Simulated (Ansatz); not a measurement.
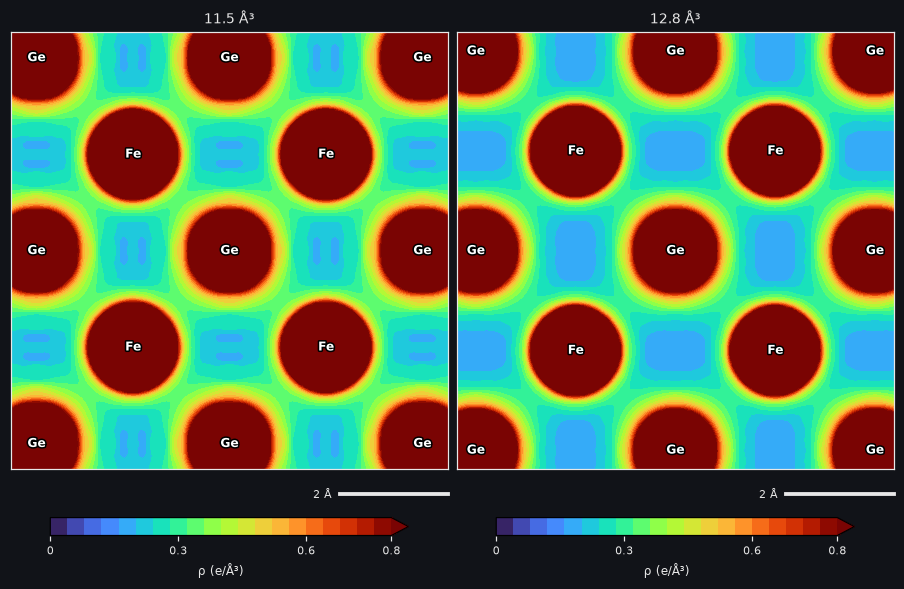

Fe3Ge. The valence pseudo-density of cells scaled evenly to different volumes (given per atom above each panel), on the (010) plane of each (indices in the axes of the cell below), at one length scale and on one colour scale.

A structure from a database of computed crystals, not necessarily the ambient phase; spin-polarised.

All numbers below come from Kohn-Sham DFT of a periodic cell, r2SCAN, Ansatz PAW in Ansatz 0.2.0.

Core electrons are frozen (PAW), and the valence fields are smoothed inside the atomic spheres.

The largest cell:

```
CELL_PARAMETERS angstrom
3.70867 0.00000 0.00000
0.00000 3.70867 0.00000
0.00000 0.00000 3.70867
ATOMIC_POSITIONS crystal
Ge 0.00000 0.00000 0.00000
Fe 0.50000 0.00000 0.50000
Fe 0.50000 0.50000 0.00000
Fe 0.00000 0.50000 0.50000
```

| volume (Å³/atom) | Fe–Ge contact in the plane (Å) | ρ at its midpoint (e/Å³) | pressure (GPa) | largest moment (μB) | 
| --- | --- | --- | --- | --- |
| 11.53 | 2.536 | 0.340 | 10.9 | 2.58 | 
| 12.02 | 2.571 | ? | ? | ? | 
| 12.75 | 2.622 | 0.297 | −4.6 | 2.82 | 

> Estimate the missing row, and compare with the calculation.

Over the known rows ln ρ falls by 1.57 per Å of Fe–Ge distance (the line through the two), which gives 0.322 e/Å³ at 2.571 Å; the calculation gives 0.322 e/Å³. For the pressure, a straight line in volume between the neighbouring rows gives 4.7 GPa; the calculation gives 4.5. For the largest moment, a straight line in volume between the neighbouring rows gives 2.68 μB; the calculation gives 2.72.
